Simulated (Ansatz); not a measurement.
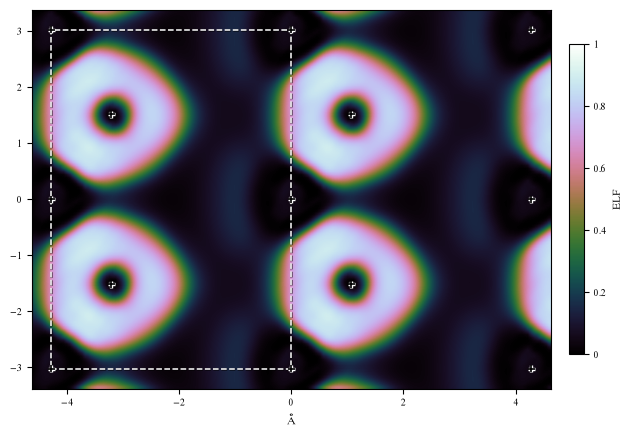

The ELF on a plane through atoms (crosses mark nuclei in the plane).

Level of theory: Kohn-Sham DFT of a periodic cell, RPBE with D3(BJ), Ansatz PAW in Ansatz 0.2.0.

Candidates:
A. Re, a = 2.68 Å, b = 2.68 Å, c = 4.33 Å, α = 90.00°, β = 90.00°, γ = 120.00°. Space group P6₃/mmc.
B. AlN, a = 4.28 Å, b = 4.28 Å, c = 4.28 Å, α = 90.00°, β = 90.00°, γ = 90.00°. Space group F-43m; a structure from a database of computed crystals, not necessarily the ambient phase.

> Which candidate gave the map?

Candidate B: AlN on the (110) plane of the conventional cell, which holds Al and N. Al–N (1.85 Å): the ELF peaks at about 0.90 in the valence shell of N, 0.7 Å from its nucleus, and is about 0.85 at the midpoint.
